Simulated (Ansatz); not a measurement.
# A convergence test on LiH (Fm-3m): k mesh of the density

How far can the k mesh of the density be lowered for the gap of LiH (Fm-3m)?

Main program and level: Ansatz 0.2.0; DFT, PBE, plane waves, PAW.

The database entry behind the starting cell differs from later determinations by our own check (the deuteride, about 0.2 % short), so it need not match the best structure at ambient conditions.

**1. The structure**

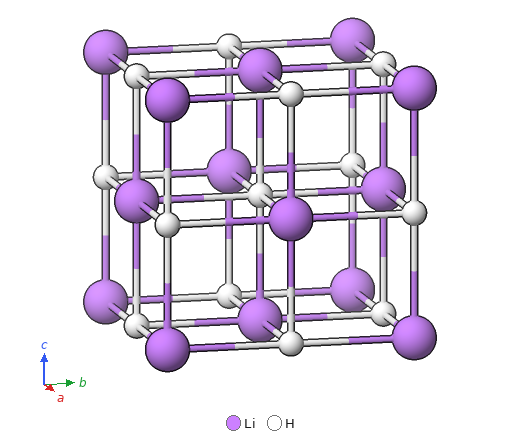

The starting structure, seen slightly off an axis (lithium purple, hydrogen white). This picture shows the conventional cell, with its axes. Some periodic images of atoms are drawn too.

The cell and positions come from the Crystallography Open Database and are kept as given unless a step says otherwise. The default PAW set here is soft_2. Its files were made with PBE.

**2. k mesh of the density: 4×4×4**

Input file input.yaml:

```yaml
crystal:
  lattice:
    - [0.0, 2.03675, 2.03675]
    - [2.03675, 0.0, 2.03675]
    - [2.03675, 2.03675, 0.0]
  atoms:
    - { symbol: Li, position: [0.0, 0.0, 0.0] }
    - { symbol: H, position: [0.5, 0.5, 0.5] }
kpoints:
  mp_grid: { grid: [4, 4, 4] }
  band_path:
    path:
      - [0.0, 0.0, 0.0]
      - [0.5, 0.0, 0.5]
      - [0.625, 0.25, 0.625]
      - [0.375, 0.375, 0.75]
      - [0.5, 0.5, 0.5]
      - [0.5, 0.25, 0.75]
    npoints: 1
hamiltonian:
  xc: pbe
scf:
  occupations: { method: fixed }
  n_extra_bands: 4
output:
  eigenvalues: true
```

Started as:

```sh
$ ansatz run input.yaml --threads 3 --pin off --max-ram 92160MiB --backend cuda --events-out ev --progress --plain --runs-dir out --devices 1 --max-vram 13GiB  # rebuilt from the run's record
```

Numbers of over 12 decimals in the logs are rounded to 6 here.

The log of the run:

```text
scf.n_extra_bands = 4 over 2 filled bands (N_el = 4.0): the run solves 6 bands
GPUs: using 1 of 1 available (devices: 1).
Engine: ansatz 0.2.0, x86_64-unknown-linux-gnu
Pseudopotentials: kind: paw
Pseudopotential: Li, paw, valence charge 3, recommended cutoff 420 eV (normal), Li.paw.azcp
Pseudopotential: H, paw, valence charge 1, recommended cutoff 420 eV (normal), H.paw.azcp
Functional definition: PBE
  parameter kappa = 0.804
  parameter beta = 0.066725
  exchange = pbe_x(kappa = kappa, mu = beta*pi^2/3)
  correlation = pbe_c(beta = beta)
device memory: the entry about to start is reckoned to put 1.1 GiB on a device that reports 33.5 GiB free (of which the cap on the GPU budget leaves the run 13.0 GiB)
GPU FFT provider: cuFFT
GPU libraries: cuBLAS 13.8.2, cuFFT 12.4.0, cuSOLVER 12.3.4
Crystal: 2 atoms, lattice volume = 16.898 Å³
Basis set: ecut = 420 eV, 331 PW (Γ)
Bands: 6, of which v1, the nominal top of the filled ones, is band 2 counted from 1 (1 counted from 0)
Symmetry: 48 space group operations
Space group: Fm-3m (ITA 225), of the structure as read, at distance tolerance 2.6e-5 Å
k-points: 8 of 64
Non-local potential: Li, projectors of the file, l = 0: 3, l = 1: 2, l = 2: 1
Non-local potential: H, projectors of the file, l = 0: 2, l = 1: 1
PAW form: soft (Blöchl's): semilocal exchange-correlation on the pseudo side does not see the compensation charge
PAW one-centre angular grid: Li, 110 points (default); XC on 64 Gauss nodes
PAW one-centre angular grid: H, 110 points (default); XC on 64 Gauss nodes
Initial density: superposition of atomic densities (neutral atoms: chi_scale 0, normalization atom), corrected by the library's trained network
Initial wavefunctions: pseudopotential atomic-orbital guess
GPU buffer pool allocated for 8000 grid points (all kernels)
GPU transforms: local potential and band sums: pruned to the plane-wave sphere, on 20×20×20
Functional: x = pbe(κ = 0.804, μ = 0.219515), c = pbe(β = 0.066725)
SCF iter   1: F=—  HF=-221.374623 eV  |F-HF|=—  |Δ(HF+E_count)|=         —  Δρ=7.22e-4  dr2=6.59e-5  ethr=1.77e-3  ⟨swp⟩=3.6  Hψ=339  notcnv=0  defer=10
preconditioner: auto → none  [insulator: Δε(μ)=3.006 eV  Ē_g=13.684 eV  n_scr=0 (ndim 8)  ℏωp=12.8 eV  f_vac=0.000  ε∞_Penn≈1.9]
SCF iter   2: F=—  HF=-221.374720 eV  |F-HF|=—  |Δ(HF+E_count)|=   9.66e-5  Δρ=3.72e-4  dr2=1.50e-5  ethr=1.65e-6  ⟨swp⟩=2.9  Hψ=139  notcnv=0  defer=12
SCF iter   3: F=—  HF=-221.374749 eV  |F-HF|=—  |Δ(HF+E_count)|=   2.97e-5  Δρ=3.20e-5  dr2=1.23e-7  ethr=3.75e-7  ⟨swp⟩=2.0  Hψ=76  notcnv=0  defer=12
iter 4 did not close the SCF: its close was put off for the readings that it lacked (scf_convergence_deferred on its scf_iter line)
SCF iter   4: F=-221.374750 eV  HF=-221.374750 eV  |F-HF|=1.25e-9  |Δ(HF+E_count)|=   2.88e-7  Δρ=3.82e-6  dr2=1.29e-9  ethr=3.06e-9  ⟨swp⟩=2.0  Hψ=56  notcnv=0  defer=12
iter 5 did not close the SCF: its close was put off for the readings that it lacked (scf_convergence_deferred on its scf_iter line)
SCF iter   5: F=-221.374750 eV  HF=-221.374750 eV  |F-HF|=8.61e-12  |Δ(HF+E_count)|=   2.16e-9  Δρ=3.54e-7  dr2=6.12e-12  ethr=3.23e-11  ⟨swp⟩=2.0  Hψ=56  notcnv=0  defer=12
SCF iter   6: F=-221.374750 eV  HF=-221.374750 eV  |F-HF|=8.53e-14  |Δ(HF+E_count)|=  1.01e-11  Δρ=3.02e-8  dr2=5.93e-14  ethr=1.00e-12  ⟨swp⟩=3.2  Hψ=234  notcnv=0
SCF 1 converged in 6 iterations: F = -221.374750 eV  dr2 = 5.93e-14
[...]
device memory: the entry about to start is reckoned to put 0.6 GiB on a device that reports 33.5 GiB free (of which the cap on the GPU budget leaves the run 13.0 GiB)
NSCF: frozen V_eff on 6 k-points
SCF converged after 6 iterations
Free energy (F): -221.374750 eV
Harris-Foulkes:  -221.374750 eV  (|F-HF|=8.53e-14)
Internal energy: -221.374750 eV  (E = F + TS)
E sigma→0 (E₀):  -221.374750 eV
Fermi energy:    0.501723 eV
--- Per-component energies (eV) ---
  E_band       = -91.065582
  E_kinetic    = 35.660214
  E_local      = -126.419432  (includes V_loc(G=0)·N_el)
  E_nonlocal   = -31.773806
  E_hartree    = 35.379203
  E_xc         = -20.092236
  E_vxc        = -25.930542  (∫ρ·V_xc dr)
  E_paw        = -21.534742  (= ΣΔE_a)
  E_vpaw       = -13.359387  (= ΣTr[D̂ρ^β])
  E_aug_tail   = -0.001036  (compensation charges beyond the density's cutoff)
  E_ewald      = -92.592916
  E_smearing   = -0.000000  (= −TS)
  E_closure    = -0.000000  (closes the sum)
  Σ components = -221.374750   (vs F -221.374750, Δ=0.00e0)
--- Band table (eV; the first three rows and the last of 8) ---
  k-point 0: bands = ["-43.8427", "-4.7622", "15.9840", "17.8832", "17.8832", "17.8832"]
  k-point 1: bands = ["-43.8235", "-3.7124", "9.9523", "15.0987", "16.6925", "16.6925"]
  k-point 2: bands = ["-43.8043", "-1.9912", "5.2832", "13.7532", "16.5474", "16.5474"]
  k-point 7: bands = ["-43.7923", "0.2969", "5.7233", "5.7233", "11.8874", "17.6068"]
```

The job ended after 3.2 s (1 × NVIDIA H100 80GB HBM3 (shared by 6 runs) with 3 threads of AMD EPYC 7R13 (Zen 3), shared host; peak memory 0.85 GiB; 4 s of CPU time).

Reading the cycles: dr2 is the Hartree energy of the density residual (eV), the measure of convergence; HF is the Harris–Foulkes estimate of the energy, which meets the free energy F at convergence.

Numbers from this step:

* gap: 3.009 eV
* valence top at: X
* conduction bottom at: X
* least direct gap: 3.009 eV

The gap is direct, at (0.500, 0.000, 0.500).

**3. k mesh of the density: 6×6×6**

input.yaml: that of step 2 with these lines changed.

```diff
@@ -9,3 +9,3 @@
 kpoints:
-  mp_grid: { grid: [4, 4, 4] }
+  mp_grid: { grid: [6, 6, 6] }
   band_path:
```

The log of the run:

```text
[...]
GPUs: using 1 of 1 available (devices: 1).
[...]
GPU FFT provider: cuFFT
GPU libraries: cuBLAS 13.8.2, cuFFT 12.4.0, cuSOLVER 12.3.4
Crystal: 2 atoms, lattice volume = 16.898 Å³
Basis set: ecut = 420 eV, 331 PW (Γ)
Bands: 6, of which v1, the nominal top of the filled ones, is band 2 counted from 1 (1 counted from 0)
[... 1 set-up line as in the run before ...]
[...]
k-points: 16 of 216
[...]
SCF 1 converged in 6 iterations: F = -221.386559 eV  dr2 = 1.43e-12
[...]
NSCF: frozen V_eff on 6 k-points
SCF converged after 6 iterations
Free energy (F): -221.386559 eV
[...]
Internal energy: -221.386559 eV  (E = F + TS)
E sigma→0 (E₀):  -221.386559 eV
Fermi energy:    0.486615 eV
[...]
--- Band table (eV; the first three rows and the last of 16) ---
[...]
```

Elapsed: 4.3 s, on 1 × NVIDIA H100 80GB HBM3 (shared by 6 runs) with 3 threads; peak memory 0.88 GiB; 3.2 s of CPU time.

Numbers from this step:

| Quantity | Value |
| --- | --- |
| gap | 3.018 eV |
| valence top at | X |
| conduction bottom at | X |
| least direct gap | 3.018 eV |

The gap is 3.018 eV, +0.010 eV from the run before at this level.

**4. k mesh of the density: 10×10×10 (the default)**

input.yaml, the sections that differ from step 3:

```yaml
kpoints:
  mp_grid: { grid: [10, 10, 10] }
  band_path:
    path:
      - [[0.0, 0.0, 0.0], [0.5, 0.0, 0.5], [0.625, 0.25, 0.625]]
      - [[0.375, 0.375, 0.75], [0.0, 0.0, 0.0], [0.5, 0.5, 0.5], [0.5, 0.25, 0.75], [0.5, 0.0, 0.5]]
    npoints: 10
scf:
  occupations: { method: fermi_dirac, width: 0.02 }
  n_extra_bands: 4
output:
  eigenvalues: true
  write_density: true
  write_potential: true
  elf: true
  volumetric_format: npy
# crystal, hamiltonian: as in step 3
```

The log of the run:

```text
[...]
GPUs: using 1 of 1 available (devices: 1).
[...]
GPU FFT provider: cuFFT
GPU libraries: cuBLAS 13.8.2, cuFFT 12.4.0, cuSOLVER 12.3.4
Crystal: 2 atoms, lattice volume = 16.898 Å³
Basis set: ecut = 420 eV, 331 PW (Γ)
Bands: 6, of which v1, the nominal top of the filled ones, is band 2 counted from 1 (1 counted from 0)
[... 1 set-up line as in the run before ...]
[...]
k-points: 47 of 1000
[...]
SCF 1 converged in 6 iterations: F = -221.387418 eV  dr2 = 2.33e-12
[...]
NSCF: frozen V_eff on 62 k-points, pencils in batches of 32, up to order 32
SCF converged after 6 iterations
Free energy (F): -221.387418 eV
[...]
Internal energy: -221.387418 eV  (E = F + TS)
E sigma→0 (E₀):  -221.387418 eV
Fermi energy:    1.995396 eV
[...]
--- Band table (eV; the first three rows and the last of 47) ---
[...]
```

Run time: 4.8 s. Hardware: 1 × NVIDIA H100 80GB HBM3 (shared by 6 runs) with 3 threads; peak memory 0.86 GiB; 6.5 s of CPU time.

Numbers from this step:

* gap: 3.020 eV
* valence top at: X
* conduction bottom at: X
* least direct gap: 3.020 eV

The gap is 3.020 eV, +0.001 eV from the run before at this level.

**5. k mesh of the density: 14×14×14**

input.yaml, the sections that differ from step 4:

```yaml
kpoints:
  mp_grid: { grid: [14, 14, 14] }
  band_path:
    path:
      - [0.0, 0.0, 0.0]
      - [0.5, 0.0, 0.5]
      - [0.625, 0.25, 0.625]
      - [0.375, 0.375, 0.75]
      - [0.5, 0.5, 0.5]
      - [0.5, 0.25, 0.75]
    npoints: 1
scf:
  occupations: { method: fixed }
  n_extra_bands: 4
# crystal, hamiltonian, output: as in step 4
```

The log of the run:

```text
[...]
GPUs: using 1 of 1 available (devices: 1).
[...]
GPU FFT provider: cuFFT
GPU libraries: cuBLAS 13.8.2, cuFFT 12.4.0, cuSOLVER 12.3.4
Crystal: 2 atoms, lattice volume = 16.898 Å³
Basis set: ecut = 420 eV, 331 PW (Γ)
Bands: 6, of which v1, the nominal top of the filled ones, is band 2 counted from 1 (1 counted from 0)
[... 1 set-up line as in the run before ...]
[...]
k-points: 104 of 2744
[...]
SCF 1 converged in 6 iterations: F = -221.387423 eV  dr2 = 1.35e-12
[...]
SCF converged after 6 iterations
Free energy (F): -221.387423 eV
[...]
Internal energy: -221.387423 eV  (E = F + TS)
E sigma→0 (E₀):  -221.387423 eV
Fermi energy:    0.484562 eV
[...]
--- Band table (eV; the first three rows and the last of 104) ---
[...]
```

Run time: 6.4 s. Hardware: 1 × NVIDIA H100 80GB HBM3 (shared by 6 runs) with 3 threads; peak memory 0.85 GiB; 12 s of CPU time.

This step gave:

| Property | Result |
| --- | --- |
| gap | 3.020 eV |
| valence top at | X |
| conduction bottom at | X |
| least direct gap | 3.020 eV |

The gap is 3.020 eV, as in the run before at this level.

**6. The series**

Differences are against the last row; a negative gap means that bands overlap, and a run with a band path holds that path's time. Times are wall times on 1 × NVIDIA H100 80GB HBM3 (shared by 6 runs) with 3 threads of AMD EPYC 7R13 (Zen 3), shared host, good to a factor of about two.

| k mesh of the density | gap (eV) | direct gap (eV) | gap error (eV) | energy error (meV/atom) | irreducible k | time |
| --- | --- | --- | --- | --- | --- | --- |
| 4×4×4 | 3.009 | 3.009 | −0.011 | +6.3 | 8 | 3.2 s |
| 6×6×6 | 3.018 | 3.018 | −0.001 | +0.4 | 16 | 4.3 s |
| 10×10×10 | 3.020 | 3.020 | +0.000 | +0.0 | 47 | 4.8 s |
| 14×14×14 | 3.020 | 3.020 | +0.000 | +0.0 | 104 | 6.4 s |

**7. Results**

```
4×4×4    : 3.009 eV
6×6×6    : 3.018 eV
10×10×10 : 3.020 eV
14×14×14 : 3.020 eV
```

**Reading.** The gap holds to 0.02 eV from 4×4×4 on, the cheapest setting tried. At 4×4×4 the gap is off by −0.011 eV and the energy by +6 meV/atom. The gap is read over the mesh and added points near the edges, so meshes differ mainly through the density and, for a hybrid, the exchange operator.

[Paths, hosts, dates, memory and timing lines, banners, echoed tables and standing remarks are left out of the program output.]

[Logs are printed without paths, hosts, clocks, repeated set-up lines and the standing remarks that a program may print on its own settings, such as how far it seeks lower states.]

[Runs of the session that timed out or met a known fault of the program may be left out.]

[Cells called generated may have been cut or substituted from an entry of the Crystallography Open Database or the Materials Project.]

[Hosts, paths, dates, database ids (printed as entryN), source tags and the programs' standing remarks are cut or masked in the printed files.]
